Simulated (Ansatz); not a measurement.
PtS₂: space group P-3m1 (No. 164), a = 3.553 Å, b = 3.553 Å, c = 5.123 Å, α = 90.00°, β = 90.00°, γ = 120.00°. Geometry: the structure of a calculation's input, shown in its standard cell. It was generated, so it need not be a known form of this composition. Forms under 0.4 % of the area are left out.

Question: What shape follows from the Bravais–Friedel–Donnay–Harker rule?

Answer: The forms computed, by share of the surface:

```csv
form,faces,d (Å),share of area (%)
{100},6,3.077,54.6
{001},2,5.123,45.4
```

Widths along a, b and c stand as 1.00 : 1.00 : 0.52.

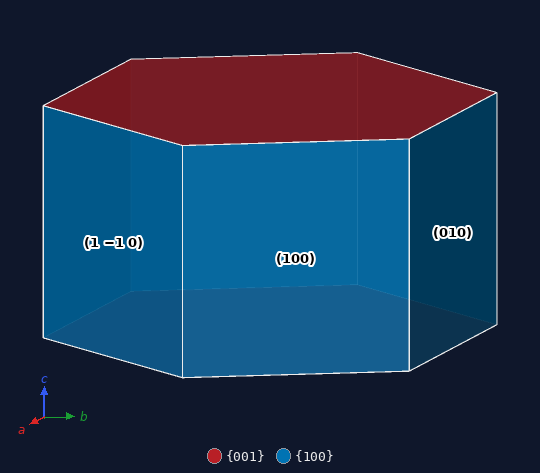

The computed shape, faces indexed. The rule is geometric and ignores bonding and growth conditions.
